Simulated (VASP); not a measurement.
# GaN with LDA: from relaxation to properties, part 2 of 2

What structure and properties does LDA give GaN, and how near are they to the measured ones? The start is a cell from a database of measured crystal structures.

VASP 6.6.1, plane waves and PAW; the level of theory is named at each step.

So far, gap on the k-mesh (eV): step 2 (full relaxation (LDA)) 2.11; step 6 (total and projected DOS (LDA)) 2.11. The relaxed cell has a = 3.157, c = 5.148 Å (conventional setting).

The database entry behind the starting cell differs from later determinations by our own check (about 0.3 % short, ideal inner coordinate), so it need not match the best structure at ambient conditions.

## (8) Independent-particle dielectric function (LDA)

LOPTICS sums transitions from filled to empty bands. NBANDS is raised for it.

File INCAR:

```
SYSTEM = GaN
PREC = Accurate
ENCUT = 520
EDIFF = 1E-06
NELM = 100
ISMEAR = 0
SIGMA = 0.05
LREAL = .FALSE.
ALGO = Normal
GGA = CA
NBANDS = 50
LORBIT = 11
LWAVE = .FALSE.
LCHARG = .FALSE.
KPAR = 4
LOPTICS = .TRUE.
NEDOS = 1500
CSHIFT = 0.1
```

File POSCAR:

```
GaN
1.0
    3.1572096375      0.0000000000      0.0000000000
   -1.5786048187      2.7342237511      0.0000000000
    0.0000000000      0.0000000000      5.1484463603
Ga N
2 2
Direct
    0.3333333333      0.6666666667      0.9993965707
    0.6666666667      0.3333333333      0.4993965707
    0.3333333333      0.6666666667      0.3756034293
    0.6666666667      0.3333333333      0.8756034293
```

File KPOINTS:

```
Automatic mesh
0
Gamma
14 14 8
0 0 0
```

Potentials, in the order of the species: Ga_d and N (LDA family, release 64).

The run is started by

```sh
$ mpirun -np 4 vasp_std
```

Wall time 88 s (4 MPI ranks of AMD EPYC 7R43, shared host); peak memory 1.8 GiB; 5.8 min of CPU time.

These are independent-particle spectra without excitons or local fields, and fine structure depends on the mesh and on CSHIFT.

Numbers from this step:

```yaml
scf_cycles: 13
bands: 50
irreducible_k_points: 120
fermi_energy: 5.606 eV
pressure: 0.1209 GPa
```

The imaginary dielectric function has structure finer than the step of the table below, so its rows give means over 1 eV, whole bins alone (the curve runs from 0 to 25.0 eV). Peaks (eV: height): xx 3.7: 1.89, 5.9: 6.62, 6.5: 7.82, 7.8: 8.33, 9.7: 6.78, 11.1: 7.14; zz 3.6: 2.32, 4.5: 2.85, 6.4: 10.3, 7.4: 8.07, 9.7: 6.19, 10.8: 9.28.

Table of imaginary dielectric function by photon energy; means over each step:

```tsv
photon energy (eV)	xx	zz
1	0.0319	0.0337
2	0.306	0.299
3	1.15	1.25
4	1.58	1.85
5	2.48	2.76
6	5.90	7.68
7	6.99	7.16
8	7.58	6.44
9	6.09	4.49
10	5.58	5.43
11	6.30	7.87
12	5.03	4.94
13	2.56	2.19
14	1.88	1.70
15	1.28	1.50
16	0.906	0.992
17	0.842	0.709
18	0.720	0.665
19	0.659	0.600
20	0.535	0.589
21	0.525	0.583
22	0.426	0.444
23	0.515	0.473
24	0.431	0.487
```

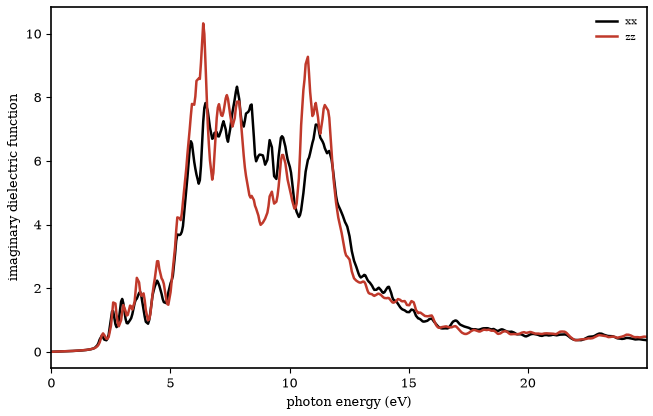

Imaginary dielectric function against photon energy.

Table of real dielectric function by photon energy:

```tsv
photon energy (eV)	xx	zz
0.0	5.78	5.94
2.5	7.07	7.45
5.0	8.30	8.89
7.5	4.72	2.39
10.0	-0.145	1.44
12.5	-2.95	-3.05
15.0	-1.17	-1.07
17.5	-0.423	-0.309
20.0	0.0298	0.0647
22.5	0.337	0.285
```

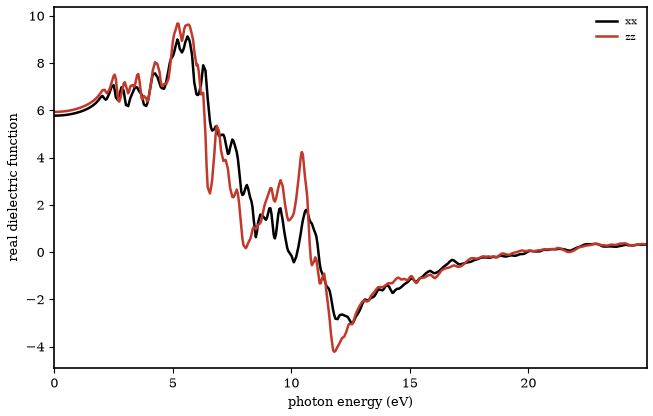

Real dielectric function, plotted against photon energy.

Its static limit, 5.83, stands beside 5.65 from the response with local fields; local fields, the finite band count and the meshes make the difference. The mean of ε2 over directions passes 5 % of its top at 2.13 eV, against a least direct gap of 2.11 eV on this mesh, so absorption sets in close to the direct gap.

## (9) Bands along the symmetry lines (LDA + SOC)

This step: LDA, spin-orbit coupling; plane waves and PAW (Ga_d, N) (VASP 6.6.1).

The mesh alone shows little of the dispersion and can miss band extrema, so KPOINTS_OPT adds a path through the symmetry points after the self-consistent cycle. Spin-orbit coupling needs spinors and the noncollinear program, where each band holds one electron.

File INCAR:

```
SYSTEM = GaN
PREC = Accurate
ENCUT = 520
EDIFF = 1E-06
NELM = 100
ISMEAR = 0
SIGMA = 0.05
LREAL = .FALSE.
ALGO = Normal
GGA = CA
LNONCOLLINEAR = .TRUE.
MAGMOM = 0 0 0 0 0 0 0 0 0 0 0 0
NBANDS = 48
GGA_COMPAT = .FALSE.
LASPH = .TRUE.
LSORBIT = .TRUE.
LORBIT = 11
LWAVE = .FALSE.
LCHARG = .FALSE.
KPAR = 4
```

POSCAR is that of step 8.

File KPOINTS:

```
Automatic mesh
0
Gamma
8 8 4
0 0 0
```

File KPOINTS_OPT:

```
Line mode
16
Line-mode
Reciprocal
  0.00000000   0.00000000   0.00000000 GAMMA
  0.50000000   0.00000000   0.00000000 M

  0.50000000   0.00000000   0.00000000 M
  0.33333333   0.33333333   0.00000000 K

  0.33333333   0.33333333   0.00000000 K
  0.00000000   0.00000000   0.00000000 GAMMA

  0.00000000   0.00000000   0.00000000 GAMMA
  0.00000000   0.00000000   0.50000000 A

  0.00000000   0.00000000   0.50000000 A
  0.50000000   0.00000000   0.50000000 L

  0.50000000   0.00000000   0.50000000 L
  0.33333333   0.33333333   0.50000000 H

  0.33333333   0.33333333   0.50000000 H
  0.00000000   0.00000000   0.50000000 A

  0.50000000   0.00000000   0.50000000 L
  0.50000000   0.00000000   0.00000000 M

  0.33333333   0.33333333   0.00000000 K
  0.33333333   0.33333333   0.50000000 H
```

The run is started by

```sh
$ mpirun -np 4 vasp_ncl
```

Wall time 4.1 min (4 MPI ranks); peak memory 1.4 GiB; 16 min of CPU time.

LASPH is switched on together with spin-orbit coupling, so the change from the scalar run holds both.

Numbers from this step:

| Quantity | Value |
| --- | --- |
| SCF cycles | 15 |
| bands | 48 |
| irreducible k-points | 40 |
| free energy (TOTEN) | -27.92 eV |
| Fermi energy | 5.663 eV |
| pressure | 0.3392 GPa |
| least gap on mesh and path | 2.104 eV |
| least direct gap on mesh and path | 2.105 eV |

On-site spin-orbit energy by atom:

```tsv
atom	on-site spin-orbit energy (eV)
Ga1	-0.0114
Ga2	-0.0114
N3	-0.0001
N4	-0.0001
```

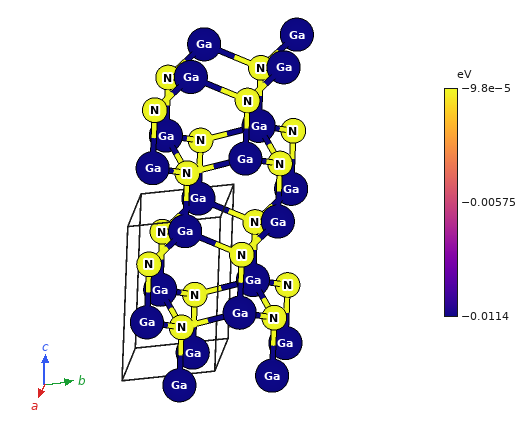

Atoms coloured by on-site spin-orbit energy. 2×2×2 cells are drawn. Some periodic images of atoms are drawn too.

Electronic bands along the path, in eV, zero at the valence-band top; v1 is the highest filled band, c1 the lowest empty one:

```tsv
point	v4	v3	v2	v1	c1	c2	c3	c4
Γ	-0.01	-0.01	0.00	0.00	2.10	2.10	4.35	4.35
M	-2.33	-2.33	-1.05	-1.05	4.99	4.99	5.63	5.63
K	-3.12	-3.10	-2.85	-2.85	4.97	4.97	7.90	7.91
Γ	-0.01	-0.01	0.00	0.00	2.10	2.10	4.35	4.35
A	-0.55	-0.55	-0.55	-0.55	4.37	4.37	4.37	4.37
L	-1.98	-1.98	-1.98	-1.98	4.36	4.36	4.36	4.36
H	-1.56	-1.56	-1.56	-1.56	6.44	6.44	6.46	6.46
A	-0.55	-0.55	-0.55	-0.55	4.37	4.37	4.37	4.37
jump to L	-1.98	-1.98	-1.98	-1.98	4.36	4.36	4.36	4.36
M	-2.33	-2.33	-1.05	-1.05	4.99	4.99	5.63	5.63
jump to K	-3.12	-3.10	-2.85	-2.85	4.97	4.97	7.90	7.91
H	-1.56	-1.56	-1.56	-1.56	6.44	6.44	6.46	6.46
```

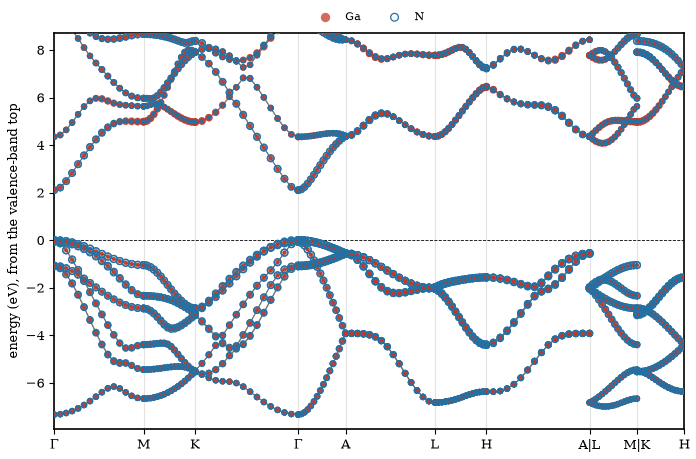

Electronic bands along the path; dots are coloured as in the legend, and their area grows with the weight.

The gap moves by -0.00 eV against LDA, which ran on another mesh.

## (10) Starting orbitals for the hybrid

This step: LDA; plane waves and PAW (Ga_d, N) (VASP 6.6.1).

A hybrid converges badly from random orbitals, so a cheap semilocal run writes a WAVECAR on the same mesh first.

File INCAR:

```
SYSTEM = GaN
PREC = Accurate
ENCUT = 520
EDIFF = 1E-05
NELM = 100
ISMEAR = 0
SIGMA = 0.05
LREAL = .FALSE.
ALGO = Normal
GGA = CA
NBANDS = 24
LORBIT = 11
LWAVE = .TRUE.
LCHARG = .FALSE.
KPAR = 4
```

POSCAR is that of step 9.

File KPOINTS:

```
Automatic mesh
0
Gamma
5 5 3
0 0 0
```

The run is started by

```sh
$ mpirun -np 4 vasp_std
```

Wall time 8.2 s (4 MPI ranks); peak memory 0.44 GiB; 29 s of CPU time.

A gap read on the k-mesh alone can miss the band edges.

This step gave:

```yaml
scf_cycles: 13
bands: 24
irreducible_k_points: 10
free_energy_toten: -27.89 eV
fermi_energy: 5.631 eV
pressure: 0.09487 GPa
gap_on_the_k_mesh: 2.101 eV
least_direct_gap_on_the_k_mesh: 2.101 eV
```

## (11) Band structure (HSE06)

This step: HSE06; plane waves and PAW (Ga_d, N) (VASP 6.6.1).

HSE06 mixes in a quarter of exact exchange at short range, at far higher cost; in semiconductors this cures much of the gap error, while metals seldom gain.

File INCAR:

```
SYSTEM = GaN
PREC = Accurate
ENCUT = 520
EDIFF = 1E-06
NELM = 100
ISMEAR = 0
SIGMA = 0.05
LREAL = .FALSE.
ALGO = Normal
LHFCALC = .TRUE.
AEXX = 0.25
GGA = PE
HFSCREEN = 0.2
LASPH = .TRUE.
NBANDS = 24
PRECFOCK = Fast
LORBIT = 11
LWAVE = .FALSE.
LCHARG = .FALSE.
KPAR = 4
```

POSCAR is that of step 10.

KPOINTS is that of step 10.

KPOINTS_OPT, as its differences from that of step 9:

```diff
@@ -1,3 +1,3 @@
 Line mode
-16
+6
 Line-mode
```

The WAVECAR or CHGCAR of an earlier step is read.

The run is started by

```sh
$ mpirun -np 4 vasp_std
```

Run time: 40 min. Hardware: 4 MPI ranks; peak memory 1 GiB; 2.7 h of CPU time.

The PAW data sets were made with LDA, a small mismatch for this functional.

This step gave:

| Item | Value |
| --- | --- |
| SCF cycles | 11 |
| free energy (TOTEN) | -29.56 eV |
| Fermi energy | 5.084 eV |
| least gap on mesh and path | 3.415 eV |
| least direct gap on mesh and path | 3.415 eV |

Electronic bands along the path, in eV, zero at the valence-band top; v1 is the highest filled band, c1 the lowest empty one:

```tsv
point	v4	v3	v2	v1	c1	c2	c3	c4
Γ	-1.15	-0.05	0.00	0.00	3.42	5.93	11.16	11.67
M	-4.63	-3.04	-2.43	-1.11	6.47	7.13	7.57	10.73
K	-5.76	-3.30	-3.30	-3.04	6.33	9.90	9.90	10.11
Γ	-1.15	-0.05	0.00	0.00	3.42	5.93	11.16	11.67
A	-0.59	-0.59	-0.59	-0.59	5.90	5.90	10.26	10.26
L	-2.15	-2.15	-2.10	-2.10	5.79	5.79	9.53	9.53
H	-4.65	-4.65	-1.64	-1.64	8.07	8.07	8.81	8.81
A	-0.59	-0.59	-0.59	-0.59	5.90	5.90	10.26	10.26
jump to L	-2.15	-2.15	-2.10	-2.10	5.79	5.79	9.53	9.53
M	-4.63	-3.04	-2.43	-1.11	6.47	7.13	7.57	10.73
jump to K	-5.76	-3.30	-3.30	-3.04	6.33	9.90	9.90	10.11
H	-4.65	-4.65	-1.64	-1.64	8.07	8.07	8.81	8.81
```

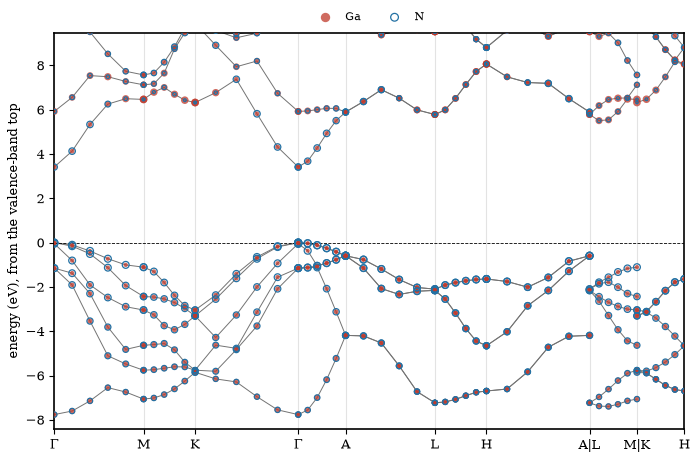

Electronic bands along the path; dots are coloured as in the legend, and their area grows with the weight.

The gap moves by +1.31 eV against LDA, which ran on another mesh.

## (12) Band structure (TB-mBJ)

This step: TB-mBJ; plane waves and PAW (Ga_d, N) (VASP 6.6.1).

The mesh alone shows little of the dispersion and can miss band extrema, so KPOINTS_OPT adds a path through the symmetry points after the self-consistent cycle. TB-mBJ is a local potential fitted to gaps: it costs far less than a hybrid but gives no energy.

File INCAR:

```
SYSTEM = GaN
PREC = Accurate
ENCUT = 520
EDIFF = 1E-06
NELM = 150
ISMEAR = 0
SIGMA = 0.05
LREAL = .FALSE.
ALGO = Normal
METAGGA = MBJ
LASPH = .TRUE.
NBANDS = 32
LORBIT = 11
LWAVE = .FALSE.
LCHARG = .FALSE.
KPAR = 4
```

POSCAR is that of step 11.

File KPOINTS:

```
Automatic mesh
0
Gamma
10 10 5
0 0 0
```

KPOINTS_OPT, as its differences from that of step 11:

```diff
@@ -1,3 +1,3 @@
 Line mode
-6
+16
 Line-mode
```

The run is started by

```sh
$ mpirun -np 4 vasp_std
```

The job ended after 2.6 min (4 MPI ranks; peak memory 0.79 GiB; 10 min of CPU time).

This functional is a potential without an energy, so its energies, forces and stress mean nothing and are not read.

Numbers from this step:

```
SCF cycles                        : 39
bands                             : 32
irreducible k-points              : 42
Fermi energy                      : 6.489 eV
least gap on mesh and path        : 3.253 eV
least direct gap on mesh and path : 3.253 eV
```

Electronic bands along the path, in eV, zero at the valence-band top; v1 is the highest filled band, c1 the lowest empty one:

```tsv
point	v4	v3	v2	v1	c1	c2	c3	c4
Γ	-0.98	-0.04	0.00	0.00	3.25	5.87	10.78	11.53
M	-3.96	-2.63	-2.02	-0.96	6.59	6.97	7.38	10.31
K	-4.91	-2.81	-2.81	-2.57	6.51	9.44	9.44	9.86
Γ	-0.98	-0.04	0.00	0.00	3.25	5.87	10.78	11.53
A	-0.50	-0.50	-0.50	-0.50	5.64	5.64	10.00	10.00
L	-1.85	-1.85	-1.81	-1.81	5.83	5.83	9.35	9.35
H	-3.93	-3.93	-1.43	-1.43	7.91	7.91	8.66	8.66
A	-0.50	-0.50	-0.50	-0.50	5.64	5.64	10.00	10.00
jump to L	-1.85	-1.85	-1.81	-1.81	5.83	5.83	9.35	9.35
M	-3.96	-2.63	-2.02	-0.96	6.59	6.97	7.38	10.31
jump to K	-4.91	-2.81	-2.81	-2.57	6.51	9.44	9.44	9.86
H	-3.93	-3.93	-1.43	-1.43	7.91	7.91	8.66	8.66
```

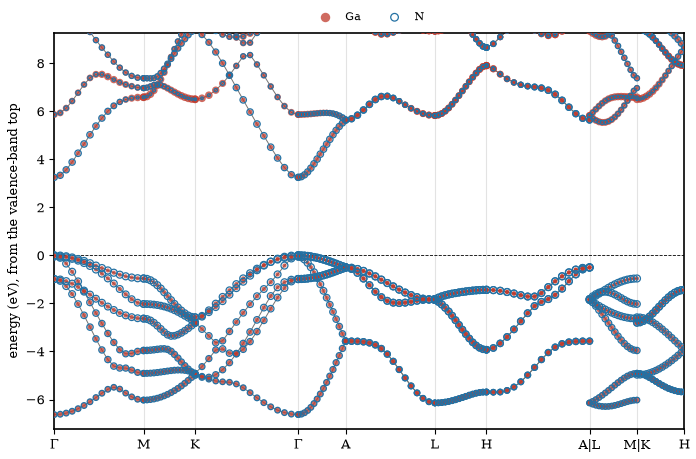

Electronic bands along the path; dots are coloured as in the legend, and their area grows with the weight.

The gap moves by +1.15 eV against LDA.

## (13) Outcome

| Property | Result |
| --- | --- |
| relaxed volume | 11.11 Å³/atom |
| relaxed conventional cell a, b, c | 3.157, 3.157, 5.148 Å; angles 90.0, 90.0, 120.0° |
| space group after relaxing, within 0.02 Å | P6_3mc (No. 186) |
| band gap | 2.11 eV, direct |
| gap among the points of the DOS mesh alone, an upper bound | 2.11 eV |
| static dielectric constant from modes and Born charges, mean | 9.93 |
| electronic dielectric constant, mean | 5.65 |
| highest zone-centre mode | 698 cm⁻¹ |
| strongest peak of ε2, mean over directions | 6.43 eV |
| ε1 at zero frequency, no local fields, mean | 5.83 |
| band gap (LDA + SOC) | 2.10 eV, direct |
| band gap (HSE06) | 3.42 eV, direct |
| band gap (TB-mBJ) | 3.25 eV, direct |

With LDA, GaN relaxes to 11.11 Å³/atom in space group P6_3mc (held by the symmetry of the run) and has a direct gap of 2.11 eV (3.42 eV with HSE06). Against the listed cell the volume lies -1.8 % (a -0.7 %, c -0.3 %). Vibrations at Γ (LDA): The highest mode in this list at Γ, 697.6 cm⁻¹, is mostly motion of N (100 % of the kinetic energy). Bands along the symmetry lines (LDA + SOC): On this path the gap is direct, 2.10 eV, with the valence top at Γ and the conduction bottom at Γ. Band structure (HSE06): The path shows a direct gap of 3.42 eV (valence top at Γ, conduction bottom at Γ). Band structure (TB-mBJ): On this path the gap is direct, 3.25 eV, with the valence top at Γ and the conduction bottom at Γ. The other levels ran on the cell relaxed with LDA, and without spin-orbit coupling unless named. LASPH was switched on together with spin-orbit coupling, so shifts put down to the coupling hold both changes. Semilocal functionals usually underestimate gaps. Modes at Γ alone can't show that the crystal is stable at other wave vectors, and the LO-TO splitting is not included. No search among competing phases was made, and a listed structure need not be the one stable at ambient conditions. All values are for a static lattice at zero temperature.

Computed beside measured:

| quantity | measured | LDA | LDA, spin-orbit coupling | HSE06 | TB-mBJ |
| --- | --- | --- | --- | --- | --- |
| lattice constant a (Å) | 3.189 | 3.157 (-1.0 %) | - | - | - |
| lattice constant c (Å) | 5.186 | 5.148 (-0.7 %) | - | - | - |
| band gap (direct gap) (eV) | 3.503 | 2.11 (-1.40 eV) | 2.10 (-1.40 eV) | 3.42 (-0.09 eV) | 3.25 (-0.25 eV) |
| static dielectric constant (mean of the tensor) | 8.9 | 9.93 (+11.5 %) | - | - | - |
| Raman mode, E2(high) (cm⁻¹) | 570 | 570 (-0.1 %) | - | - | - |

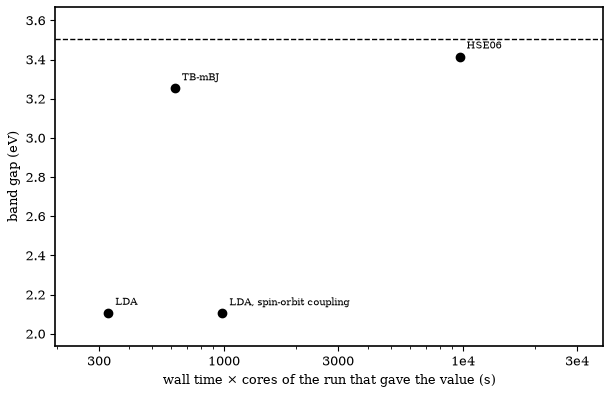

The band gap by level, against the cost of each run; the dashed line is the measured value.

Measured values from arxiv:1710.05670 (2017), pmc:6823545 (2019), arxiv:cond-mat/0501724 (2005) and arxiv:1601.01883 (2016).

**Verdict.** The lattice constant a is off by -1.0 %: fair agreement. The lattice constant c is off by -0.7 %: good agreement. For the band gap, of the levels listed nearest comes HSE06 (-0.09 eV, good agreement) and farthest LDA, spin-orbit coupling (-1.40 eV, a clear miss). Zero-point and thermal motion shift the measured gap. The static dielectric constant is off by +11.5 %: fair agreement. The Raman mode is off by -0.1 %: good agreement. The grades are ours: good and fair within 0.7 and 1.5 % for the lattice constant a, 0.8 and 2 % for the lattice constant c, 10 and 25 % for the static dielectric constant and 3 and 7 % for the Raman mode. Zero-point motion and thermal expansion (measured at up to 300 K) are not in the computed lattice constants, static dielectric constant and Raman mode.

[Lines on the potential files, build, host, timing and source positions are cut from VASP's logs without a mark.]

[Logs are printed without paths, hosts, clocks, repeated set-up lines and the standing remarks that a program may print on its own settings, such as how far it seeks lower states.]

[Hosts, paths, dates, database ids (printed as entryN), source tags and the programs' standing remarks are cut or masked in the printed files.]

[A measured line is paired with the nearest computed mode of its activity, which favours agreement.]
